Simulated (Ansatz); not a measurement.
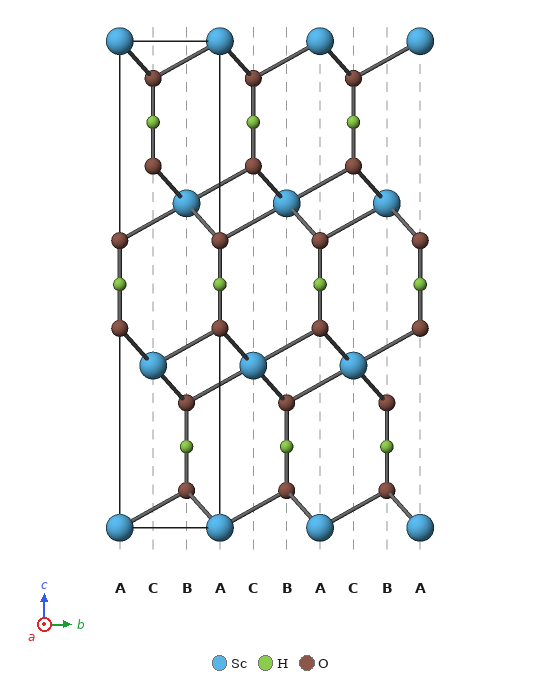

The picture looks along a close-packed row of the hexagonal mesh; c points upwards. The dashed lines mark the three columns A (0, 0), B (1/3, 2/3) and C (2/3, 1/3). The sequence starts with the first layer at or above the cell's origin.

The compound is ScHO2, taken as coordinates from a relaxation with Ansatz 0.2.0, DFT PBEsol, scalar-relativistic, plane waves, PAW.

List the layers of one repeat.

Answer. Sc(A) – O(B) – H(B) – O(B) – Sc(C) – O(A) – H(A) – O(A) – Sc(B) – O(C) – H(C) – O(C) (twelve layers in 13.45 Å).

How are the O layers alone stacked?

Answer. O layers alone: BBAACC, a sequence in which some neighbouring layers lie directly above each other.

Which positions between or in the O layers do the other atoms fill?

Answer. H: three linear sites; Sc: three octahedral sites in each hexagonal cell.
